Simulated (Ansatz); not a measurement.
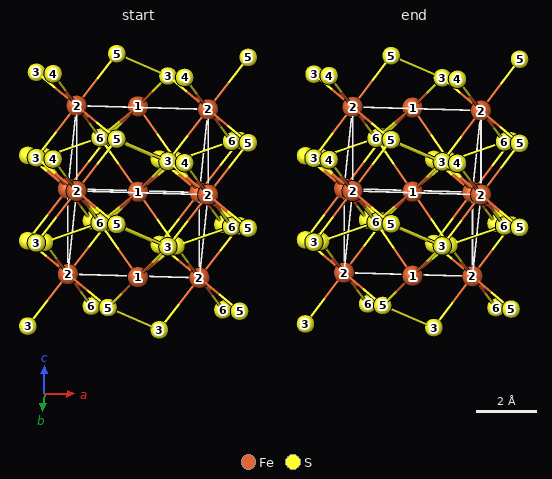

The structure of crystalline FeS$_{2}$ (set up in Pnnm) before (left) and after (right) a relaxation, at one scale.

Style: ball-and-stick. Shown: the cell of the calculation, from a free direction.

The run lets cell and atoms move.

Theory: Kohn-Sham DFT of a periodic cell, LDA, Ansatz PAW in Ansatz.

The input:
```yaml
crystal:
  lattice:
    - [4.44, 0.0, 0.0]
    - [0.0, 5.39, 0.0]
    - [0.0, 0.0, 3.37]
  atoms:
    - { symbol: Fe, position: [0.5, 0.5, 0.5], spin: 3.0 }
    - { symbol: Fe, position: [0.0, 0.0, 0.0], spin: 3.0 }
    - { symbol: S, position: [0.703, 0.125, 0.5] }
    - { symbol: S, position: [0.797, 0.625, 0.0] }
    - { symbol: S, position: [0.297, 0.875, 0.5] }
    - { symbol: S, position: [0.203, 0.375, 0.0] }
hamiltonian:
  xc: lda
  pseudopotentials: { kind: paw }
magnetization:
  spin_polarized: true
kpoints:
  mp_grid: { grid: [6, 5, 8] }
scf:
  occupations: { method: fermi_dirac, width: 0.05 }
output:
  forces: true
  stress: true
relax:
  f_tol: 0.01
  max_steps: 40
  cell: { stress_tol: 0.05 }
```

Command:
```bash
ansatz run input.yaml --threads 2 --pin off --max-ram 5632MiB --backend cpu --events-out ev --progress --plain --runs-dir out
```

**What changed between the two?**

The energy falls by 0.159 eV per cell of the calculation in 5 accepted moves (6 points after the start). The largest force component goes from 0.37 to 0.0018 eV/Å. The pressure goes from −9.61 to −0.03 GPa. The SCF was repeated once at an unchanged geometry on a basis and grid sized afresh for the cell, which shifted the energy by 1.7 meV per cell of the calculation at most. The largest moves relative to the cell, 0.022 Å, are those of S3, S4, S5 and S6. S4 goes roughly along [−3 1 0]. Fe stays in place. The drawn cell changes as follows: a 4.440 → 4.335 Å (−2.4 %), b 5.390 → 5.295 Å (−1.8 %), c 3.370 → 3.320 Å (−1.5 %); the volume changes by −5.5 %. Near-neighbour distances that change, for instance: Fe1–S4 2.243 → 2.192 Å, Fe1–S3 2.213 → 2.175 Å, S3–S5 2.251 → 2.243 Å. The space group stays Pnnm (No. 58). The program noted that the starting moments weren't kept.

Limits of the set-up: only the magnetic order of this start and cell was tried (total moment 0.0 μB per cell).
